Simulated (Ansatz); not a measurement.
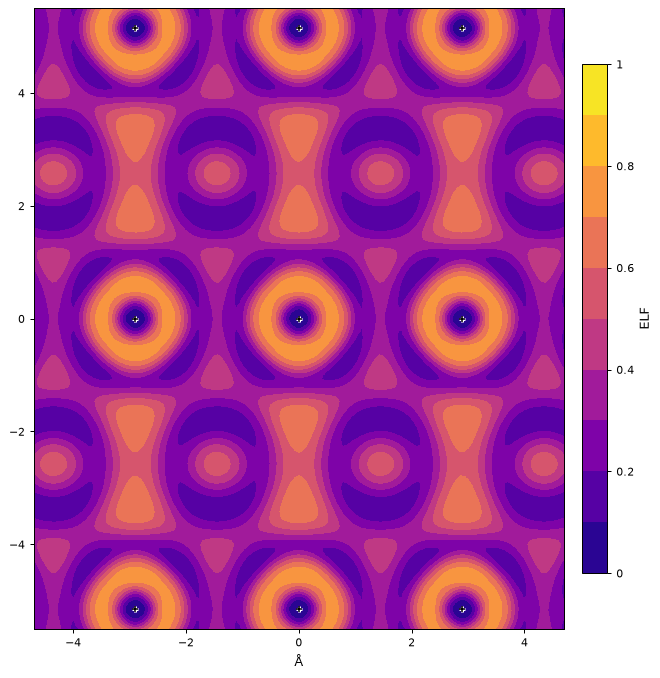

The ELF on a plane through atoms (crosses mark nuclei in the plane).

Method: DFT, HSE06, plane waves (420 eV) with PAW, scalar-relativistic in Ansatz.

Candidates:
A. Ta, a = 2.90 Å, b = 2.90 Å, c = 5.15 Å, α = 90.00°, β = 90.00°, γ = 120.00°. Space group P6₃/mmc; set up as Ta, hcp; a generated structure, not necessarily the stable one.
B. Mn, a = 2.29 Å, b = 2.29 Å, c = 2.29 Å, α = 90.00°, β = 90.00°, γ = 90.00°. Space group Pm-3m; set up as Mn, simple cubic; a generated structure, not necessarily the stable one; the program warned that a starting moment wasn't kept; spin-polarised, but the moments vanished.

Which candidate gave the map?

Candidate A: Ta on the (100) plane of the conventional cell, which holds Ta. Ta–Ta (2.90 Å): the ELF is about 0.30 at the midpoint.
